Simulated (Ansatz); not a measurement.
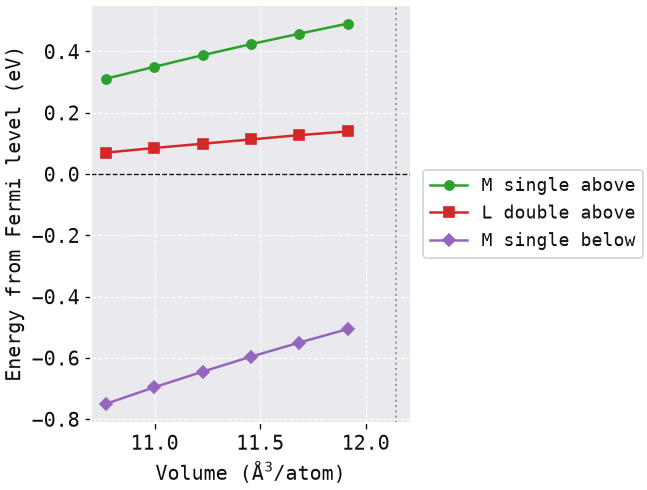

Levels at named k points against volume, from the Fermi level of each run. Each is named by its point, its degeneracy (spin aside) and its side of the Fermi level at the middle volume, where it is the nearest level on that side. One run is left out (dotted line).

System: Cu, space group P6_3/mmc, 4 atoms in the cell. The cell is scaled at fixed shape and fractional positions; at the middle volume, a = 2.531 Å, c = 8.262 Å (hexagonal axes). Method: LDA, all-electron LAPW, no spin polarisation, no spin-orbit coupling, 12×12×4 k mesh, Fermi-Dirac smearing of 0.05 eV (Ansatz 0.2.0).

```
       volume  M single above (eV)  L double above (eV)  M single below (eV)
10.77 Å³/atom                 0.31                 0.07                −0.75
11.00 Å³/atom                 0.35                 0.09                −0.70
11.23 Å³/atom                 0.39                 0.10                −0.65
11.46 Å³/atom                 0.42                 0.11                −0.60
11.69 Å³/atom                 0.46                 0.13                −0.55
11.91 Å³/atom                 0.49                 0.14                −0.51
```

### Estimate the levels at 12.14 Å³/atom.

Fits against the logarithm of the volume give +0.53 eV for M single above, +0.15 eV for L double above and −0.46 eV for M single below. The run gives +0.52, +0.15 and −0.47 eV; the largest miss is under 0.01 eV.

This isn't the form of Cu at room conditions, which is fcc. The Fermi level is that of this mesh and smearing. The pressure runs from 2 to −16 GPa along the series.
